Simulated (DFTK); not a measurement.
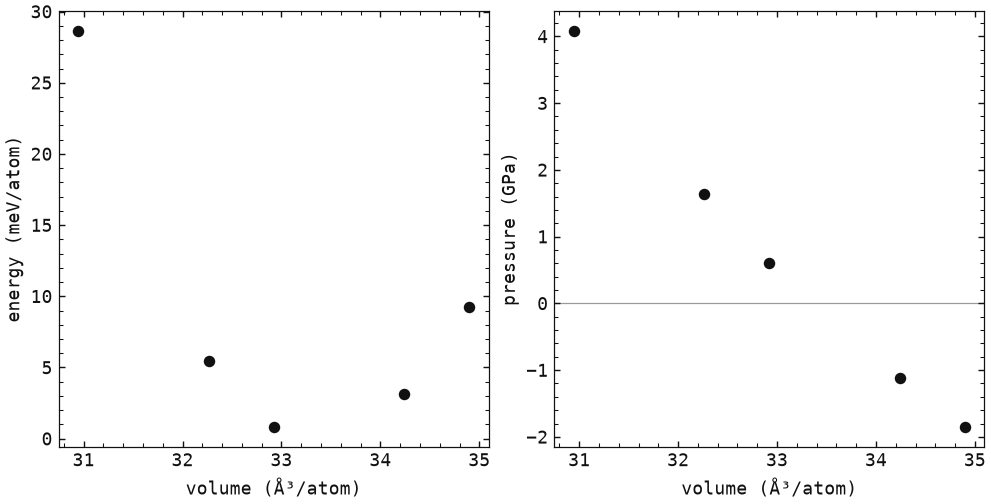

Plotted: energy and pressure against volume for CdTe, space group F-43m (No. 216).

Starting cell:
```cif
data_structure
_symmetry_space_group_name_H-M 'P 1'
_symmetry_Int_Tables_number 1
_cell_length_a 4.5326
_cell_length_b 4.5326
_cell_length_c 4.5326
_cell_angle_alpha 60.000
_cell_angle_beta 60.000
_cell_angle_gamma 60.000
_cell_volume 65.84
loop_
_atom_site_label
_atom_site_type_symbol
_atom_site_fract_x
_atom_site_fract_y
_atom_site_fract_z
_atom_site_occupancy
Te1 Te 0.75000 0.75000 0.75000 1
Cd1 Cd 0.00000 0.00000 0.00000 1
```

Method: plane-wave DFT, no spin polarisation; energies at scaled volumes of the given cell, shape and fractions fixed, counted from the fit's minimum, third-order Birch-Murnaghan fit (DFTK 0.8.2). Level: LDA.

| setting | value |
| --- | --- |
| k mesh | 4×4×4 |
| occupations | Fermi–Dirac |
| smearing width | 0.05 eV |
| potentials | cp2k.nc.sr.lda.v0_1.semicore.gth |
| wave cutoff | 1578 eV |

The points at volume 31.61 Å³/atom and 33.58 Å³/atom are left out of the plot. What values does the calculation give there?

```json
{"volume (Å³/atom)": "31.61", "energy (meV/atom)": "14.52", "pressure (GPa)": "2.79"}
{"volume (Å³/atom)": "33.58", "energy (meV/atom)": "0.21", "pressure (GPa)": "-0.31"}
```

Caveats: coarse k mesh.
